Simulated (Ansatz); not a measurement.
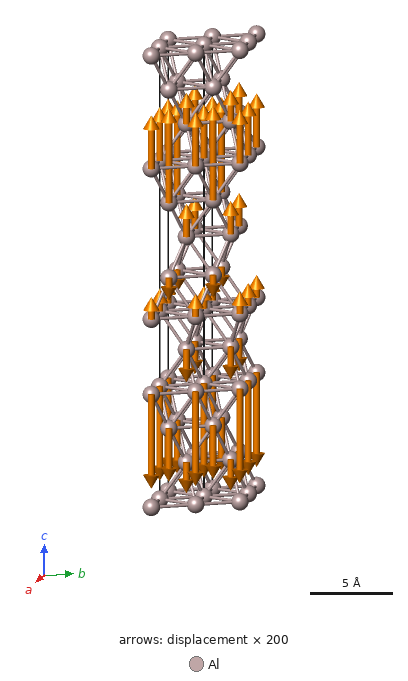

This is a relaxation of solid Al (a generated structure, set up in P-3m1). The starting structure is drawn; orange arrows show the displacements (the part carried along by the change of the cell is left out), 200 times their true length.

A ball-and-stick model of the cell of the calculation, repeated 2 × 2 × 1 with one cell outlined, seen slightly off an axis.

Case: stacking ABCABACBCABC.

Method: Ansatz 0.2.0, DFT PBE, scalar-relativistic, plane waves, PAW. Set-up: plane-wave cutoff 420 eV; k-point mesh 18 × 18 × 2; occupations gaussian; smearing width 0.1 eV; no spin polarisation; cell and atoms relaxed; force threshold 0.01 eV/Å; at most 45 steps.

**Describe the change and its energy.**

The largest moves relative to the cell, 0.029 Å, are those of Al atoms. Cell: a = b 2.869 → 2.856 Å (−0.5 %), c 28.005 → 28.045 Å (+0.1 %). Volume −0.8 %. Among the contacts that change: Al–Al 2.862 → 2.876 Å, Al–Al 2.869 → 2.856 Å. The space group stays P-3m1 (No. 164). Over 3 accepted moves (4 points after the start) the energy falls by 6.1 meV per cell of the calculation. The largest force component goes from 0.072 to 0.00069 eV/Å. Pressure: −0.60 GPa at the start and −0.01 GPa at the end. The SCF was repeated once at an unchanged geometry on a basis and grid sized afresh for the cell, which shifted the energy by 0.7 meV per cell of the calculation at most. Cost: 6 min on 1 thread of Intel(R) Xeon(R) Processor @ 2.50GHz (Skylake/Cascade Lake), with other jobs on the host, peak memory 0.66 GiB.
